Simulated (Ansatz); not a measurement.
## Mo(100) with 4 layers of random Mo-Os, 2x2: scattering by chemical disorder

Aim: the residual resistivity of a random alloy, from Mo(100) with 4 layers of random Mo-Os, 2x2 and longer regions.

Program: Ansatz 0.2.0. Level of theory: Ansatz plane-wave DFT, PBE, PAW files; ballistic transport by layer matching (Landauer), zero bias; PAW set soft_1. Results are calculated unless marked as measured.

### 1. The starting structure

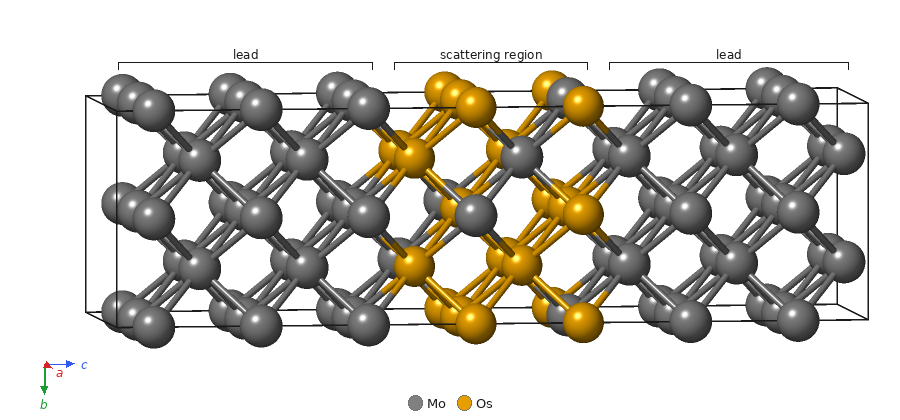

Start, viewed from the side, with the c axis across the page; molybdenum grey, osmium orange. Some periodic images of atoms are drawn too.

The cell holds 56 atoms: 44 Mo and 12 Os. Its edges and angles: a = 6.294 Å, b = 6.294 Å, c = 22.029 Å, α = 90.0°, β = 90.0°, γ = 90.0°. It derives from Mo. Regions: lead, 40 atoms (40 Mo); scattering region, 16 atoms (12 Os and 4 Mo). The structure is stacked along c, and the current runs across the ab planes.

### 2. With 4 alloy layers

In 4 layers a share of 0.75 of the sites is given to Os at random. The layers about the cell's end stay perfect and serve as the lead. Energies from -0.05 to 0.05 eV in steps of 0.05 eV are too few for the program's thermal sum, so it prints no conductance; for a metal the transmission near the Fermi level serves, at a fraction of the cost.

input.yaml

```yaml
crystal:
  lattice:
    - [6.294, 0.0, 0.0]
    - [0.0, 6.294, 0.0]
    - [0.0, 0.0, 22.029]
  atoms:
    - { symbol: Mo, position: [0.0, 0.0, 0.0357142857] }
    - { symbol: Mo, position: [0.0, 0.5, 0.0357142857] }
    - { symbol: Mo, position: [0.5, 0.0, 0.0357142857] }
    - { symbol: Mo, position: [0.5, 0.5, 0.0357142857] }
    - { symbol: Mo, position: [0.25, 0.25, 0.1071428571] }
    - { symbol: Mo, position: [0.25, 0.75, 0.1071428571] }
    - { symbol: Mo, position: [0.75, 0.25, 0.1071428571] }
    - { symbol: Mo, position: [0.75, 0.75, 0.1071428571] }
    - { symbol: Mo, position: [0.0, 0.0, 0.1785714286] }
    - { symbol: Mo, position: [0.0, 0.5, 0.1785714286] }
    - { symbol: Mo, position: [0.5, 0.0, 0.1785714286] }
    - { symbol: Mo, position: [0.5, 0.5, 0.1785714286] }
    - { symbol: Mo, position: [0.25, 0.25, 0.25] }
    - { symbol: Mo, position: [0.25, 0.75, 0.25] }
    - { symbol: Mo, position: [0.75, 0.25, 0.25] }
    - { symbol: Mo, position: [0.75, 0.75, 0.25] }
    - { symbol: Mo, position: [0.0, 0.0, 0.3214285714] }
    - { symbol: Mo, position: [0.0, 0.5, 0.3214285714] }
    - { symbol: Mo, position: [0.5, 0.0, 0.3214285714] }
    - { symbol: Mo, position: [0.5, 0.5, 0.3214285714] }
    - { symbol: Os, position: [0.25, 0.25, 0.3928571429] }
    - { symbol: Mo, position: [0.25, 0.75, 0.3928571429] }
    - { symbol: Os, position: [0.75, 0.25, 0.3928571429] }
    - { symbol: Os, position: [0.75, 0.75, 0.3928571429] }
    - { symbol: Os, position: [0.0, 0.0, 0.4642857143] }
    - { symbol: Mo, position: [0.0, 0.5, 0.4642857143] }
    - { symbol: Os, position: [0.5, 0.0, 0.4642857143] }
    - { symbol: Os, position: [0.5, 0.5, 0.4642857143] }
    - { symbol: Os, position: [0.25, 0.25, 0.5357142857] }
    - { symbol: Os, position: [0.25, 0.75, 0.5357142857] }
    - { symbol: Mo, position: [0.75, 0.25, 0.5357142857] }
    - { symbol: Os, position: [0.75, 0.75, 0.5357142857] }
    - { symbol: Os, position: [0.0, 0.0, 0.6071428571] }
    - { symbol: Os, position: [0.0, 0.5, 0.6071428571] }
    - { symbol: Mo, position: [0.5, 0.0, 0.6071428571] }
    - { symbol: Os, position: [0.5, 0.5, 0.6071428571] }
    - { symbol: Mo, position: [0.25, 0.25, 0.6785714286] }
    - { symbol: Mo, position: [0.25, 0.75, 0.6785714286] }
    - { symbol: Mo, position: [0.75, 0.25, 0.6785714286] }
    - { symbol: Mo, position: [0.75, 0.75, 0.6785714286] }
    - { symbol: Mo, position: [0.0, 0.0, 0.75] }
    - { symbol: Mo, position: [0.0, 0.5, 0.75] }
    - { symbol: Mo, position: [0.5, 0.0, 0.75] }
    - { symbol: Mo, position: [0.5, 0.5, 0.75] }
    - { symbol: Mo, position: [0.25, 0.25, 0.8214285714] }
    - { symbol: Mo, position: [0.25, 0.75, 0.8214285714] }
    - { symbol: Mo, position: [0.75, 0.25, 0.8214285714] }
    - { symbol: Mo, position: [0.75, 0.75, 0.8214285714] }
    - { symbol: Mo, position: [0.0, 0.0, 0.8928571429] }
    - { symbol: Mo, position: [0.0, 0.5, 0.8928571429] }
    - { symbol: Mo, position: [0.5, 0.0, 0.8928571429] }
    - { symbol: Mo, position: [0.5, 0.5, 0.8928571429] }
    - { symbol: Mo, position: [0.25, 0.25, 0.9642857143] }
    - { symbol: Mo, position: [0.25, 0.75, 0.9642857143] }
    - { symbol: Mo, position: [0.75, 0.25, 0.9642857143] }
    - { symbol: Mo, position: [0.75, 0.75, 0.9642857143] }
kpoints:
  mp_grid: { grid: [4, 4, 1] }
hamiltonian:
  xc: pbe
  pseudopotentials: { kind: paw, azcp: { folder: soft_1 } }
scf:
  occupations: { method: fermi_dirac, width: 0.1 }
output:
  transmission: { leads: [[0, 4]], kmesh: [8, 8], e_range: [-0.05, 0.05], de: 0.05 }
  write_potential: true
  write_density: true
  volumetric_format: npy
```

The run is started by

```bash
> ansatz run input.yaml --threads 4 --pin off --max-ram 15360MiB --backend cpu --events-out ev --progress --plain --runs-dir out
```

Numbers of over 12 decimals in the logs are rounded to 6 here.

The log of the run:

```text
Engine: ansatz 0.2.0, x86_64-unknown-linux-gnu
Pseudopotentials: kind: paw
Pseudopotential: Mo, paw, valence charge 14, recommended cutoff 420 eV (normal), soft_1/Mo.paw.azcp
Pseudopotential: Os, paw, valence charge 16, recommended cutoff 420 eV (normal), soft_1/Os.paw.azcp
Functional definition: PBE
  parameter kappa = 0.804
  parameter beta = 0.066725
  exchange = pbe_x(kappa = kappa, mu = beta*pi^2/3)
  correlation = pbe_c(beta = beta)
Crystal: 56 atoms, lattice volume = 872.666 Å³
Basis set: ecut = 420 eV, 17109 PW (Γ)
Bands: 485, of which v1, the nominal top of the filled ones, is band 404 counted from 1 (403 counted from 0)
Symmetry: 4 space group operations
Space group: C2/m (ITA 12), of the structure as read, at distance tolerance 9.6e-5 Å
k-points: 7 of 16
Non-local potential: Mo, projectors of the file, l = 0: 3, l = 1: 2, l = 2: 2, l = 3: 1
Non-local potential: Os, projectors of the file, l = 0: 3, l = 1: 2, l = 2: 2, l = 3: 1
PAW form: soft (Blöchl's): semilocal exchange-correlation on the pseudo side does not see the compensation charge
PAW one-centre angular grid: Mo, 590 points (default); XC on 64 Gauss nodes
PAW one-centre angular grid: Os, 590 points (default); XC on 64 Gauss nodes
Initial density: superposition of atomic densities (chi_scale 0.1, normalization cell, long waves 12 % of neutral atoms (reshape's long-wave potential 1.12 eV rms, cloud 2.98 Å wide))
Initial wavefunctions: pseudopotential atomic-orbital guess
Functional: x = pbe(κ = 0.804, μ = 0.219515), c = pbe(β = 0.066725)
SCF iter   1: F=—  HF=-354751.578124 eV  |F-HF|=—  |Δ(HF+E_count)|=         —  Δρ=1.26e-1  dr2=4.02e3  ethr=3.10e-3  ⟨swp⟩=4.9  Hψ=10619  notcnv=0
preconditioner: auto → Kerker (q_TF=auto, 2.694 Å⁻¹)  [metal: Δε(μ)=0.007 eV  Ē_g=4.749 eV  σ=0.100 eV  W_gap=0.02  n_scr=294 (ndim 8)  ℏωp=23.8 eV  f_vac=0.000  D(μ)=47.65/eV (n_scr^D=434)]
SCF iter   2: F=—  HF=-354708.720067 eV  |F-HF|=—  |Δ(HF+E_count)|=    4.29e1  Δρ=7.08e-2  dr2=1.49e3  ethr=3.10e-3  ⟨swp⟩=2.0  Hψ=6031  notcnv=0
SCF iter   3: F=—  HF=-354690.419207 eV  |F-HF|=—  |Δ(HF+E_count)|=    1.83e1  Δρ=2.46e-2  dr2=2.01e1  ethr=3.10e-3  ⟨swp⟩=4.1  Hψ=10579  notcnv=0
SCF iter   4: F=—  HF=-354689.338721 eV  |F-HF|=—  |Δ(HF+E_count)|=    1.08e0  Δρ=8.96e-3  dr2=2.09e1  ethr=2.48e-3  ⟨swp⟩=2.6  Hψ=6420  notcnv=0
SCF iter   5: F=—  HF=-354689.170321 eV  |F-HF|=—  |Δ(HF+E_count)|=   1.68e-1  Δρ=3.94e-3  dr2=4.26e0  ethr=2.48e-3  ⟨swp⟩=1.1  Hψ=3471  notcnv=0
SCF iter   6: F=—  HF=-354689.126043 eV  |F-HF|=—  |Δ(HF+E_count)|=   4.43e-2  Δρ=7.87e-4  dr2=1.69e-1  ethr=5.27e-4  ⟨swp⟩=1.0  Hψ=3395  notcnv=0
SCF iter   7: F=—  HF=-354689.124577 eV  |F-HF|=—  |Δ(HF+E_count)|=   1.47e-3  Δρ=6.81e-5  dr2=9.40e-4  ethr=2.09e-5  ⟨swp⟩=1.0  Hψ=3395  notcnv=0
SCF iter   8: F=—  HF=-354689.124580 eV  |F-HF|=—  |Δ(HF+E_count)|=   3.31e-6  Δρ=1.53e-5  dr2=1.50e-5  ethr=1.16e-7  ⟨swp⟩=2.0  Hψ=3530  notcnv=0
SCF iter   9: F=—  HF=-354689.123771 eV  |F-HF|=—  |Δ(HF+E_count)|=   8.09e-4  Δρ=3.29e-6  dr2=2.55e-7  ethr=1.86e-9  ⟨swp⟩=2.0  Hψ=4096  notcnv=0
SCF iter  10: F=-354689.123771 eV  HF=-354689.123771 eV  |F-HF|=7.33e-9  |Δ(HF+E_count)|=   6.69e-9  Δρ=5.82e-7  dr2=8.57e-9  ethr=1.24e-11  ⟨swp⟩=7.1  Hψ=8822  notcnv=0
SCF 1 converged in 10 iterations: F = -354689.123771 eV  dr2 = 8.57e-9
  greatest PAW one-centre occupation: 1.000 electrons in one spin orbital (limit 2), on the Os atom at site 35 (counted from 0), in its partial waves of l = 0
transmission: 94 of 924 steps passed
transmission: 185 of 924 steps passed
[...]
transmission: 924 of 924 steps passed
SCF converged after 10 iterations
Free energy (F): -354689.123771 eV
Harris-Foulkes:  -354689.123771 eV  (|F-HF|=7.33e-9)
Internal energy: -354687.341729 eV  (E = F + TS)
E sigma→0 (E₀):  -354688.232750 eV
Entropy (-TS):   -1.782042 eV (-31.822 meV/atom)
Fermi energy:    21.588497 eV
--- Per-component energies (eV) ---
  E_band       = -3727.773282
  E_kinetic    = 24450.763848
  E_local      = -48631.998026  (includes V_loc(G=0)·N_el)
  E_nonlocal   = 8873.048628
  E_hartree    = 17106.003031
  E_xc         = -10551.001099
  E_vxc        = -12609.274224  (∫ρ·V_xc dr)
  E_paw        = -249883.240636  (= ΣΔE_a)
  E_vpaw       = -10022.327261  (= ΣTr[D̂ρ^β])
  E_aug_tail   = 0.007567  (compensation charges beyond the density's cutoff)
  E_ewald      = -96050.925043
  E_smearing   = -1.782042  (= −TS)
  E_closure    = -0.000000  (closes the sum)
  Σ components = -354689.123771   (vs F -354689.123771, Δ=0.00e0)
--- Band table (eV; the first three rows and the last of 7) ---
  k-point 0: bands = [... 400 lower, 21.7705, 21.8084, 21.8203, 21.8484, 21.8783, 21.8784, 21.8850, 21.9129, ... 77 higher]
  k-point 1: bands = [... 400 lower, 21.4817, 21.4842, 21.4873, 21.5029, 21.5162, 21.5316, 21.5548, 21.5849, ... 77 higher]
  k-point 2: bands = [... 400 lower, 21.3856, 21.5054, 21.5102, 21.5362, 21.5406, 21.6208, 21.6319, 21.6554, ... 77 higher]
  k-point 6: bands = [... 400 lower, 21.5678, 21.5816, 21.6187, 21.6511, 21.7135, 21.8295, 21.8720, 21.9202, ... 77 higher]
--- Transmission ---
  basis      : 349 plane waves across, 44 finite elements along
  points     : 21, standing for a mesh of 8 x 8
  energies   : 3 from -0.050000 to 0.050000 eV about the Fermi level, 0.050000 eV apart; the leads are filled to 0.000000 eV, and channels, transmission and decay are at 0.000000 eV
  crystal 0  : Mo4, at the sites [0, 4], period 1.5735 Å, over 15.73 Å; its Hamiltonian steps by up to 13.6 meV
    offset         : up to 0.0000 Å between an atom of the period and one for which it stands
    channels       : 6.593750e0 a spin
    conductance    : none, the energies end too early or step too widely for 300 K: set another output.transmission.e_range or a lower de, or, where they end at an eighth of basis.ecutwfc, a higher one
    slowest decay  : 0.0459 /Å at (0.5000, 0.3750)
  junction   : crystal 0 to crystal 0, 0.70 to 21.15 Å
    transmission   : 3.534622e0 a spin
    conductance    : none, the energies end too early or step too widely for 300 K: set another output.transmission.e_range or a lower de, or, where they end at an eighth of basis.ecutwfc, a higher one
```

Elapsed: 3.9 min, on 4 threads of Intel Xeon Platinum 8488C (Sapphire Rapids), shared host; peak memory 7.9 GiB; 15 min of CPU time.

This step gave:

```
free energy                                    : -354689.1238 eV
energy at zero smearing                        : -354688.2328 eV
Fermi energy                                   : 21.59 eV
cell area                                      : 39.61 Å²
transmission per spin nearest the Fermi level  : 3.535
open channels per spin nearest the Fermi level : 6.594
step of the lead's potential                   : 13.6 meV
```

Per spin. Transmission, zone mean against energy, zero at the Fermi level:

| energy (eV) | transmission, zone mean |
| --- | --- |
| -0.0500 | 3.60 |
| 0.0000 | 3.53 |
| 0.0500 | 3.60 |

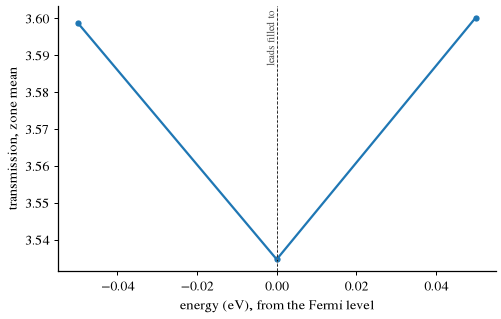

Transmission, zone mean against energy.

Per spin. Table of open channels, zone mean, lead by energy, zero at the Fermi level:

| energy (eV) | open channels, zone mean, lead |
| --- | --- |
| -0.0500 | 6.53 |
| 0.0000 | 6.59 |
| 0.0500 | 6.78 |

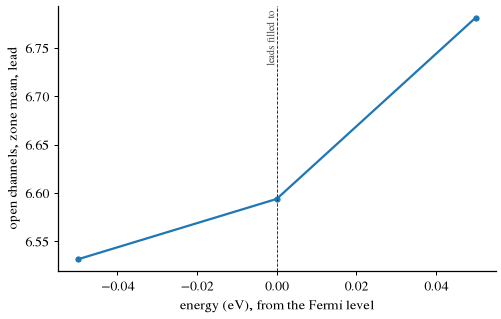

Open channels, zone mean, lead, plotted against energy.

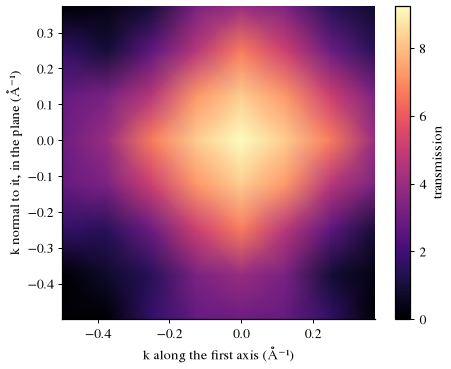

Transmission over k1 and k2. At 0.0000 eV from the Fermi level.

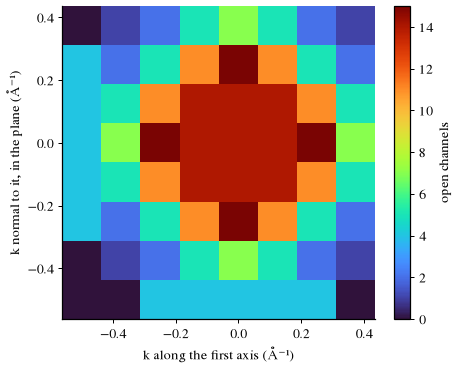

Open channels over k1 and k2. At 0.0000 eV from the Fermi level.

Over the solved energies the transmission per spin lies between 3.53 and 3.60, out of 6.64 channels of the lead on average (up to 6.78).

(Part 1 of 2 ends here.)

[Logs are printed without paths, hosts, clocks, repeated set-up lines and the standing remarks that a program may print on its own settings, such as how far it seeks lower states.]

[Hosts, paths, dates, database ids (printed as entryN), source tags and the programs' standing remarks are cut or masked in the printed files.]
